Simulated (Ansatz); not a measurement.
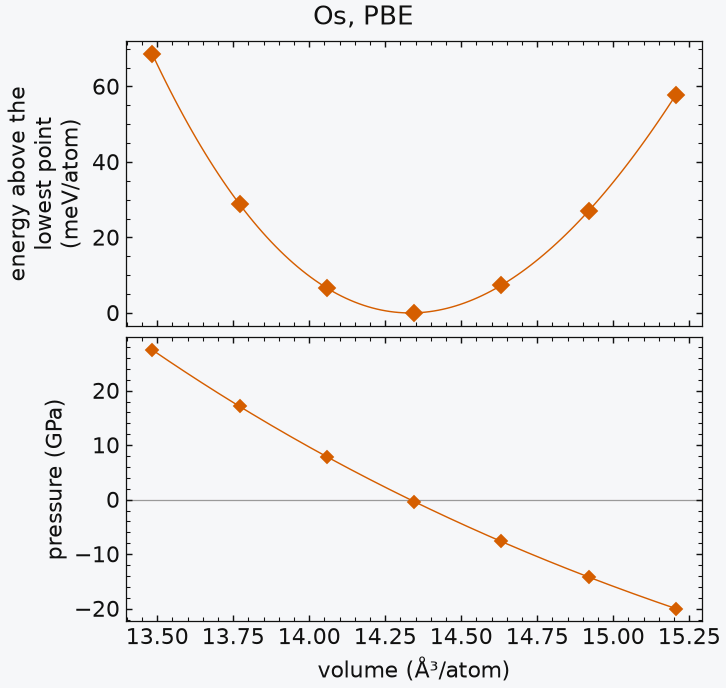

How it was computed, with Ansatz 0.2.0 development build: equation of state of a cubic crystal from periodic Kohn-Sham density functional theory without spin, third-order Birch-Murnaghan fit to the free energies; pressure corrected for the finite basis. Level: PBE.

structure type fcc; atoms in cell 1; space group number 225; lattice centring face-centred primitive; k mesh 25×25×25; occupation method Fermi–Dirac; occupation width 0.06123 eV; wave cutoff 700 eV; datasets hard PAW; density tolerance 1e−09 eV; bands 19; density cutoff ratio 4; search for lower states default.

Figure. Energy above the lowest point and pressure against volume for Os, space group Fm-3m (No. 225) (one of a set of cubic test structures, which need not be the stable phase).

A third-order Birch–Murnaghan fit gives V0 = 14.33 Å³/atom, B0 = 389 GPa and B′ = 4.8. The energy above the lowest point is 68.5 meV/atom at volume 13.48 Å³/atom and 57.7 meV/atom at 15.21 Å³/atom; the lowest computed point is at volume 14.34 Å³/atom (0.0 meV/atom), and no other minimum shows. The pressure falls from 27.5 GPa at volume 13.48 Å³/atom to −20.0 GPa at 15.21 Å³/atom, and changes sign near 14.33 Å³/atom.

Limits of the calculation: cubic model structure, not the ambient form.
